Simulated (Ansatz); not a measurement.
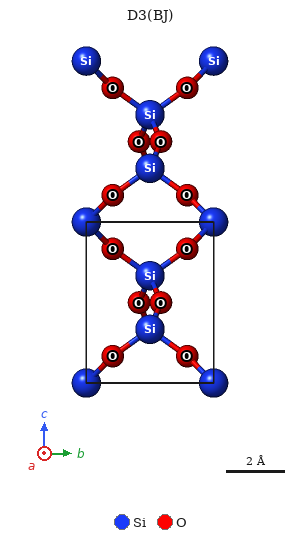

Solid SiO2 (set up in P6_422), relaxed (cell and atoms) with several dispersion corrections. The picture shows the result with D3(BJ). A ball-and-stick model of the cell of the calculation, repeated 1 × 1 × 2 with one cell outlined, seen along the a axis.

Computed with Ansatz 0.2.0: PBE, Ansatz PAW. (plane-wave cutoff 420 eV; k-point mesh 6 × 6 × 5; occupations fermi-dirac; smearing width 0.05 eV; no spin polarisation; cell and atoms relaxed; force threshold 0.01 eV/Å)

```csv
dispersion correction,volume (Å³/atom),a (Å),c (Å)
D3(BJ),13.830,5.081,5.568
D3(BJ)-ATM,13.844,5.083,5.568
none,14.008,5.105,5.585
D4,?,?,?
```

Fill in the missing row.

With D4 the volume falls between D3(BJ)-ATM (13.844) and none (14.008). The calculation gives 13.922 Å³/atom (a = 5.092 Å, c = 5.581 Å). In order of volume: D3(BJ) < D3(BJ)-ATM < D4 < none; the spread is 1.3 %.

Each member starts from this one structure; whether another phase lies lower wasn't checked.
